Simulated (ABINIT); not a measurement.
# Effective mass calculation, with input and output: ZnS (part 1 of 3)

- system: ZnS (P6₃mc, 4 atoms in the cell)
- method: Kohn-Sham DFT of a periodic cell, PBE, spin-orbit coupling, JTH PAW PBE v2.0, no spin polarisation (ABINIT 10.8.3)

The structure derives from an entry of the Crystallography Open Database.

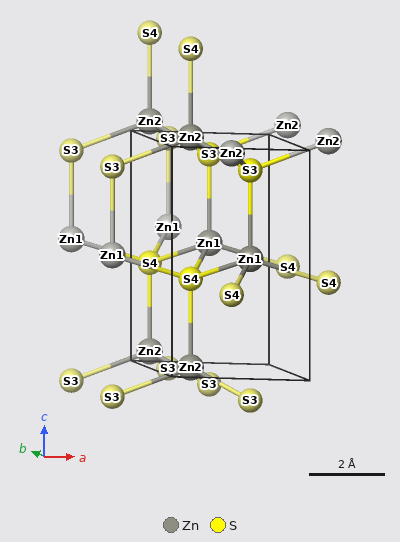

Fig. 1: The input geometry (ball-and-stick view of the cell of the calculation, repeated 1 × 2 × 1, seen slightly off an axis; neighbours outside the cell are drawn fainter; atoms are numbered from 1 in the order of the input).

## The input
```
ndtset 3

pp_dirpath "./"
pseudos "Zn.GGA_PBE-JTH.xml, S.GGA_PBE-JTH.xml"

acell 7.2017462609 7.2017462609 11.7805526609
rprim
     1.0000000000     0.0000000000     0.0000000000
    -0.5000000000     0.8660254038     0.0000000000
     0.0000000000     0.0000000000     1.0000000000
ntypat 2
znucl 30 16
natom 4
typat 1 1 2 2
xred
            2/3            1/3            1/2
            1/3            2/3            0.0
            2/3            1/3   0.8850000000
            1/3            2/3   0.3850000000

ecut 435.382180 eV
pawecutdg 32.0

ixc 11

occopt 1

nspinor 2
nspden 1
pawspnorb 1

nstep 80
diemac 6.0

iomode 3
prteig 0
prtebands 0

kptopt1 4
ngkpt1 6 6 4
nshiftk1 1
shiftk1 0.0 0.0 0.0
nband1 36
tolvrs1 1.0e-11
prtden1 1
prtwf1 0

kptopt2 0
nkpt2 1
kpt2
  0.0 0.0 0.0
istwfk2 1*1
nband2 42
getden2 1
kptopt3 0
nkpt3 1
kpt3
  0.0 0.0 0.0
istwfk3 1*1
nband3 42
getden3 1

iscf2 -2
nbdbuf2 2
tolwfr2 1.0e-20
nstep2 200

iscf3 -3
getwfk3 2
rfelfd3 2
rfdir3 1 1 1
nqpt3 1
qpt3 0.0 0.0 0.0
tolwfr3 1.0e-20
nbdbuf3 2
nstep3 200
efmas3 1
efmas_bands3 35 38
efmas_calc_dirs3 1
efmas_n_dirs3 5
efmas_dirs3
  1 0 0
  0 1 0
  0 0 1
  1 1 0
  1 1 1
efmas_ntheta3 100
prtwf3 0
prtden3 0
prtpot3 0
```

Machine: 1 thread of Arm Neoverse V2, 24 GiB of memory available, shared host.

Run as:
```bash
abinit run.abi > log 2>&1
```

## Log
```
.Version 10.8.3 of ABINIT
 DATASET    1 : space group P6_3 (#173); Bravais hP (primitive hexag.)
================================================================================
 Values of the parameters that define the memory need for DATASET  1.
     intxc =       0    ionmov =       0      iscf =      17    lmnmax =      18
     lnmax =       6     mgfft =      45  mpssoang =       3    mqgrid =    3001
     natom =       4  nloc_mem =       2    nspden =       1   nspinor =       2
    nsppol =       1      nsym =       6    n1xccc =       1    ntypat =       2
    occopt =       1   xclevel =       2
       mpw =        1653          nfft =       32805          nkpt =          32
 PAW method is used; the additional fine FFT grid is defined by:
   mgfftf=        60    nfftf =     96000
================================================================================
================================================================================

 DATASET    2 : space group P6_3 (#173); Bravais hP (primitive hexag.)
================================================================================
 Values of the parameters that define the memory need for DATASET  2.
     intxc =       0    ionmov =       0      iscf =      -2    lmnmax =      18
     lnmax =       6     mgfft =      45  mpssoang =       3    mqgrid =    3001
     natom =       4  nloc_mem =       2    nspden =       1   nspinor =       2
    nsppol =       1      nsym =       6    n1xccc =       1    ntypat =       2
    occopt =       1   xclevel =       2
       mpw =        1653          nfft =       32805          nkpt =           1
 PAW method is used; the additional fine FFT grid is defined by:
   mgfftf=        60    nfftf =     96000
================================================================================
================================================================================

 DATASET    3 : space group P6_3 (#173); Bravais hP (primitive hexag.)
================================================================================
 Values of the parameters that define the memory need for DATASET  3 (RF).
     intxc =       0      iscf =      -3    lmnmax =      18     lnmax =       6
     mgfft =      45  mpssoang =       3    mqgrid =    3001     natom =       4
  nloc_mem =       2    nspden =       1   nspinor =       2    nsppol =       1
      nsym =       6    n1xccc =       1    ntypat =       2    occopt =       1
   xclevel =       2
      nfft =       32805          nkpt =           1
================================================================================
================================================================================

--------------------------------------------------------------------------------
------------- Echo of variables that govern the present computation ------------
--------------------------------------------------------------------------------
 -outvars: echo values of preprocessed input variables --------
            acell      7.2017462609E+00  7.2017462609E+00  1.1780552661E+01 Bohr
              amu      6.53900000E+01  3.20660000E+01
           diemac      6.00000000E+00
             ecut      1.60000000E+01 Hartree
           getden1          0
           getden2          1
           getden3          1
           getwfk1          0
           getwfk2          0
           getwfk3          2
             iscf1         17
             iscf2         -2
             iscf3         -3
              ixc          11
           jdtset        1    2    3
           kptopt1          4
           kptopt2          0
           kptopt3          0
         kptrlatt        6    0    0      0    6    0      0    0    4
          kptrlen1     4.32104776E+01
          kptrlen2     3.00000000E+01
          kptrlen3     3.00000000E+01
            natom           4
            nband1         36
            nband2         42
            nband3         42
           nbdbuf1          0
           nbdbuf2          2
           nbdbuf3          2
           ndtset           3
            ngfft          27      27      45
          ngfftdg          40      40      60
             nkpt1         32
             nkpt2          1
             nkpt3          1
             nqpt1          0
             nqpt2          0
             nqpt3          1
          nspinor           2
            nstep1         80
            nstep2        200
            nstep3        200
             nsym           6
           ntypat           2
        optdriver1          0
        optdriver2          0
        optdriver3          1
        pawcpxocc           2
        pawecutdg      3.20000000E+01 Hartree
        pawspnorb           1
         pawxcdev           0
           prtden1          1
           prtden2          1
           prtden3          0
        prtebands           0
           prteig           0
            prtwf1          0
            prtwf2          1
            prtwf3          0
           rfelfd1          0
           rfelfd2          0
           rfelfd3          2
            rprim      1.0000000000E+00  0.0000000000E+00  0.0000000000E+00
                      -5.0000000000E-01  8.6602540380E-01  0.0000000000E+00
                       0.0000000000E+00  0.0000000000E+00  1.0000000000E+00
           shiftk1     0.00000000E+00  0.00000000E+00  0.00000000E+00
           shiftk2     5.00000000E-01  5.00000000E-01  5.00000000E-01
           shiftk3     5.00000000E-01  5.00000000E-01  5.00000000E-01
          spgroup         173
           tolvrs1     1.00000000E-11
           tolvrs2     0.00000000E+00
           tolvrs3     0.00000000E+00
           tolwfr1     0.00000000E+00
           tolwfr2     1.00000000E-20
           tolwfr3     1.00000000E-20
            typat      1  1  2  2
           useylm           1
           xangst      1.9054999987E+00  1.1001409372E+00  3.1169999979E+00
                      -7.0517665732E-17  2.2002818744E+00  0.0000000000E+00
                       1.9054999987E+00  1.1001409372E+00  5.5170899962E+00
                      -7.0517665732E-17  2.2002818744E+00  2.4000899984E+00
            xcart      3.6008731304E+00  2.0789650712E+00  5.8902763304E+00
                      -1.3325907527E-16  4.1579301424E+00  0.0000000000E+00
                       3.6008731304E+00  2.0789650712E+00  1.0425789105E+01
                      -1.3325907527E-16  4.1579301424E+00  4.5355127744E+00
             xred      6.6666666667E-01  3.3333333333E-01  5.0000000000E-01
                       3.3333333333E-01  6.6666666667E-01  0.0000000000E+00
                       6.6666666667E-01  3.3333333333E-01  8.8500000000E-01
                       3.3333333333E-01  6.6666666667E-01  3.8500000000E-01
            znucl       30.00000   16.00000

================================================================================

 chkinp: Checking input parameters for consistency, jdtset=   1.

 chkinp: Checking input parameters for consistency, jdtset=   2.

 chkinp: Checking input parameters for consistency, jdtset=   3.

================================================================================
== DATASET  1 ==================================================================

--- !DatasetInfo
iteration_state: {dtset: 1, }
dimensions: {natom: 4, nkpt: 32, mband: 36, nsppol: 1, nspinor: 2, nspden: 1, mpw: 1653, }
cutoff_energies: {ecut:  16.0, pawecutdg:  32.0, }
electrons: {nelect:   3.60000000E+01, charge:   0.00000000E+00, occopt:   1.00000000E+00, tsmear:   1.00000000E-02, }
meta: {optdriver: 0, ionmov: 0, optcell: 0, iscf: 17, paral_kgb: 0, }
...

 Exchange-correlation functional for the present dataset will be:
  GGA: Perdew-Burke-Ernzerhof functional - ixc=11
  J.P.Perdew, K.Burke, M.Ernzerhof, PRL 77, 3865 (1996)

 Real(R)+Recip(G) space primitive vectors, cartesian coordinates (Bohr,Bohr^-1):
 R(1)=  7.2017463  0.0000000  0.0000000  G(1)=  0.1388552  0.0801681  0.0000000
 R(2)= -3.6008731  6.2368952  0.0000000  G(2)=  0.0000000  0.1603362  0.0000000
 R(3)=  0.0000000  0.0000000 11.7805527  G(3)=  0.0000000  0.0000000  0.0848857
 Unit cell volume ucvol=  5.2914163E+02 bohr^3
 Angles (23,13,12)=  9.00000000E+01  9.00000000E+01  1.20000000E+02 degrees

 Coarse grid specifications (used for wave-functions):

 getcut: wavevector=  0.0000  0.0000  0.0000  ngfft=  27  27  45
         ecut(hartree)=     16.000   => boxcut(ratio)=   2.00696

 Fine grid specifications (used for densities):

 getcut: wavevector=  0.0000  0.0000  0.0000  ngfft=  40  40  60
         ecut(hartree)=     32.000   => boxcut(ratio)=   2.00007

--- Pseudopotential description ------------------------------------------------
- pspini: atom type   1  psp file is ./Zn.GGA_PBE-JTH.xml
 Pseudopotential format is: paw10
 basis_size (lnmax)=  6 (lmn_size= 18), orbitals=   0   0   1   1   2   2
 Spheres core radius: rc_sph= 2.30769763
 Shapefunction is SIN type: shapef(r)=[sin(pi*r/rshp)/(pi*r/rshp)]**2
 Radius for shape functions =  1.80965103
 Compensation charge density is not taken into account in XC energy/potential

- pspini: atom type   2  psp file is ./S.GGA_PBE-JTH.xml
 Pseudopotential format is: paw10
 basis_size (lnmax)=  4 (lmn_size=  8), orbitals=   0   0   1   1
 Spheres core radius: rc_sph= 1.90380259
 Shapefunction is SIN type: shapef(r)=[sin(pi*r/rshp)/(pi*r/rshp)]**2
 Radius for shape functions =  1.40128485
 Compensation charge density is not taken into account in XC energy/potential

   8.26599314E+02                                ecore*ucvol(ha*bohr**3)
--------------------------------------------------------------------------------

================================================================================

--- !BeginCycle
iteration_state: {dtset: 1, }
solver: {iscf: 17, nstep: 80, nline: 4, wfoptalg: 10, }
tolerances: {tolvrs: 1.00E-11, }
...

     iter   Etot(hartree)      deltaE(h)  residm     nres2
 ETOT  1  -148.73667212772    -1.487E+02 1.549E+00 4.126E+00
 ETOT  2  -149.39407086942    -6.574E-01 6.788E-01 2.543E+00
 ETOT  3  -149.38353419924     1.054E-02 3.750E-02 5.234E-01
 ETOT  4  -149.38151930272     2.015E-03 8.560E-03 3.182E-01
 ETOT  5  -149.38660668663    -5.087E-03 1.034E-02 4.886E-01
 ETOT  6  -149.38869941504    -2.093E-03 2.436E-03 4.326E-01
 ETOT  7  -149.38896446198    -2.650E-04 7.479E-04 5.011E-01
 ETOT  8  -149.38599650460     2.968E-03 2.207E-04 4.835E-02
 ETOT  9  -149.38888595528    -2.889E-03 2.672E-04 4.720E-01
 ETOT 10  -149.38779590529     1.090E-03 4.919E-05 3.069E-01
 ETOT 11  -149.38725093160     5.450E-04 4.689E-05 2.286E-01
 ETOT 12  -149.38680965882     4.413E-04 1.224E-05 1.693E-01
 ETOT 13  -149.38570215954     1.107E-03 2.768E-04 2.997E-03
 ETOT 14  -149.38573957557    -3.742E-05 5.103E-06 6.094E-04
 ETOT 15  -149.38573975949    -1.839E-07 6.826E-07 4.235E-04
 ETOT 16  -149.38573885923     9.003E-07 1.176E-07 2.312E-04
 ETOT 17  -149.38573762944     1.230E-06 2.514E-07 8.867E-06
 ETOT 18  -149.38573764091    -1.148E-08 4.065E-08 7.787E-06
 ETOT 19  -149.38573760885     3.207E-08 9.241E-09 3.969E-06
 ETOT 20  -149.38573757031     3.854E-08 6.752E-08 1.165E-06
 ETOT 21  -149.38573757213    -1.822E-09 9.615E-09 2.840E-07
 ETOT 22  -149.38573757181     3.275E-10 1.659E-09 2.467E-07
 ETOT 23  -149.38573757093     8.729E-10 9.828E-09 1.989E-07
 ETOT 24  -149.38573757112    -1.894E-10 4.080E-10 7.266E-08
 ETOT 25  -149.38573757105     6.679E-11 6.593E-10 3.555E-08
 ETOT 26  -149.38573757068     3.765E-10 4.281E-10 6.085E-09
 ETOT 27  -149.38573757068     3.695E-13 1.093E-10 3.919E-10
 ETOT 28  -149.38573757071    -2.814E-11 2.033E-11 1.599E-09
 ETOT 29  -149.38573757070     2.387E-12 1.319E-11 1.039E-09
 ETOT 30  -149.38573757070     4.547E-12 2.965E-12 5.870E-10
 ETOT 31  -149.38573757069     4.889E-12 9.983E-13 2.716E-10
 ETOT 32  -149.38573757069     6.054E-12 1.013E-12 8.923E-12

 At SCF step   32       nres2   =  8.92E-12 < tolvrs=  1.00E-11 =>converged.

 Cartesian components of stress tensor (hartree/bohr^3)
  sigma(1 1)= -8.74584494E-05  sigma(3 2)=  0.00000000E+00
  sigma(2 2)= -8.74584495E-05  sigma(3 1)=  0.00000000E+00
  sigma(3 3)= -1.74372499E-05  sigma(2 1)=  0.00000000E+00
```
